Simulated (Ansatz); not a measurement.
**A Fermi-surface study of WC in space group P-6m2**

The calculation's input:

```yaml
crystal:
  lattice:
    - [2.9065, 0.0, 0.0]
    - [-1.45325, 2.51710284, 0.0]
    - [0.0, 0.0, 2.8366]
  atoms:
    - { symbol: W, position: [0.0, 0.0, 0.0] }
    - { symbol: C, position: [0.66666667, 0.33333333, 0.5] }
basis:
  ecutwfc: 420
kpoints:
  mp_grid: { grid: [18, 18, 14] }
hamiltonian:
  xc: pbe
scf:
  occupations: { method: gaussian, width: 0.05 }
output:
  forces: true
  eigenvalues: true
  eigenstates:
    nscf_kmesh: { grid: [30, 30, 24] }
    top_band: c6
    de_dk: true
    localisation: true
  stress: true
checkpoint:
  write: ck
  compress: false
  write_wavefunctions: false
  write_every: 100000
```

Launched as:

```sh
ansatz run input.yaml --threads 1 --pin off --max-ram 3072MiB --backend cpu --events-out ev --progress --plain --runs-dir out
```

Computed with DFT PBE, scalar-relativistic, plane waves, PAW; levels and slopes on a dense k mesh at the converged density (Ansatz 0.2.0). No spin polarisation. Mesh 30×30×24, interpolated with the band slopes. Unrelaxed database geometry (residual pressure 6 GPa).

Part 1: The sheets

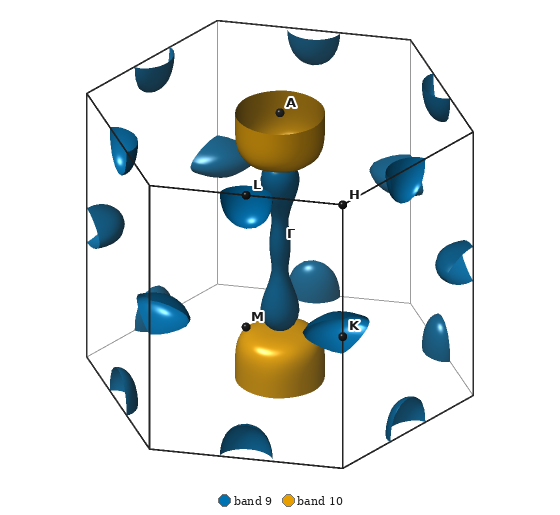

Fermi surface of this crystal. Each colour is one band. The brighter face of a sheet looks towards empty states.

Q: What does each sheet look like, and where are the electron and hole pockets?

A: Two bands cross the Fermi level; this is a three-dimensional metal.

Band 9: two hole pockets centred at K (each 0.39 % of the zone), one hole pocket centred at Γ (0.37 % of the zone) and three hole pockets centred at L (each 0.29 % of the zone).
Band 10: one electron pocket centred at A (2.0 % of the zone).
A pocket cut by a face of the zone is counted once with the part on the opposite face.

Q: What does the calculation give for N(E_F) and the Drude plasma frequency?

A: The density of states at the Fermi level is 0.30 states/eV per primitive cell. The intraband plasma frequencies along the cartesian axes x, y and z of the cell as given are 3.2, 3.2 and 3.0 eV.

Part 2: Speeds

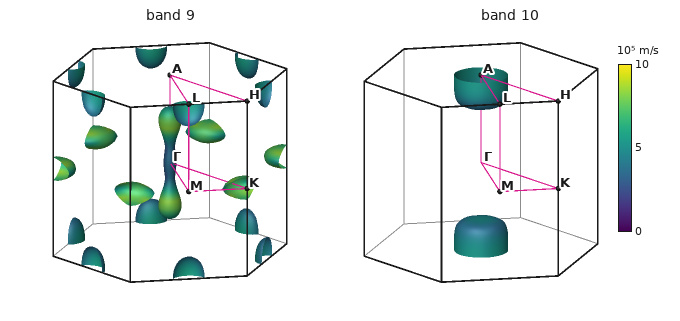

Fermi surface of this crystal, coloured by the Fermi speed.

Q: How fast are the electrons on each sheet?

A: Band 9: 3.5 to 8.5 × 10⁵ m/s over most of the sheet, 5.5 × 10⁵ m/s on average over states. Band 10: 3.6 to 5.4 × 10⁵ m/s over most of the sheet, 4.5 × 10⁵ m/s on average over states.

Q: Which of these bands adds most to the density of states at the Fermi level?

A: Band 9, with 0.19 of 0.30 states/eV per cell.

Part 3: Weight on the atoms

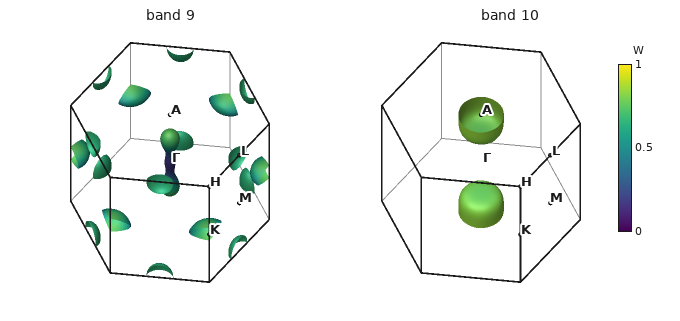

Fermi surface of this crystal, coloured by the weight of the states on W (Voronoi cells).

Q: On which elements do the states at the Fermi level lie?

A: Band 9: W (60 %) and C (40 %). Band 10: W (82 %) and C (18 %).

Part 4: Cuts and bands

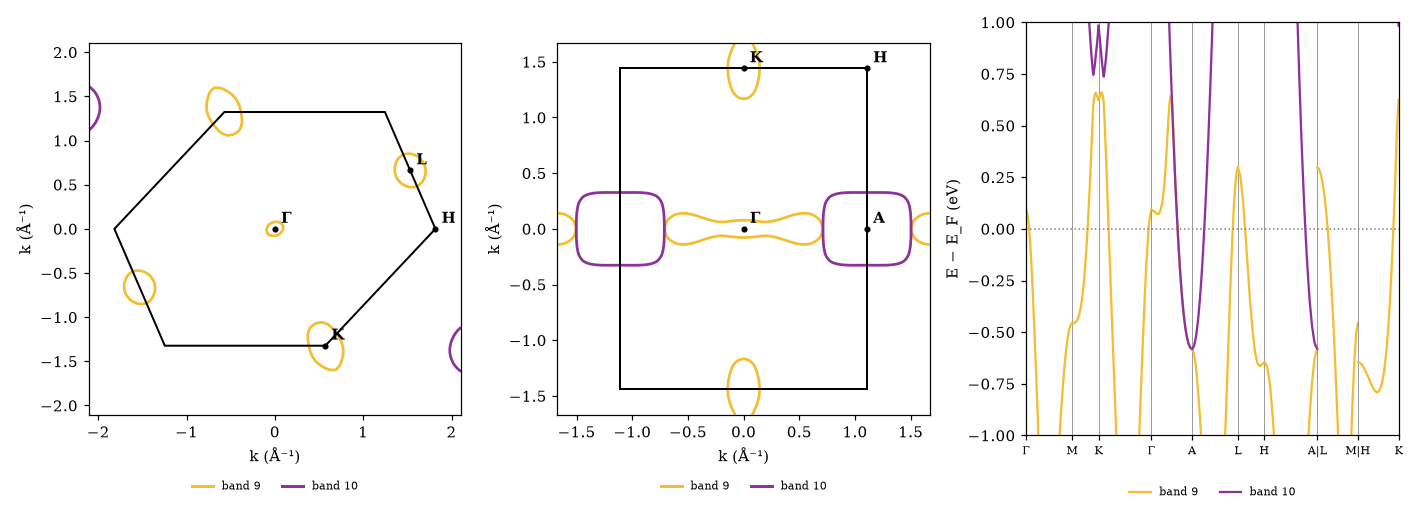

This crystal: cuts through the Fermi surface in the plane through Γ, H and L and the plane through Γ, A and K, and the bands that cross the Fermi level.

Q: Give each band's level at the labelled points, in eV from the Fermi level.

A:
```csv
band,Γ,A,K,H,M,L
band 9,+0.09,−0.58,+0.62,−0.65,−0.46,+0.30
band 10,above,−0.58,+0.98,above,above,above
```

Negative values are filled states; "above" and "below" lie outside the plotted window.

Spin-orbit coupling is left out; with W it can split, shift or remove sheets. Necks and pockets thinner than about two mesh steps aren't resolved, so separate pockets may in truth be joined.

Time for the whole run: 30 s on 1 thread of Arm Neoverse V2 (shared host), peak memory 0.43 GiB.
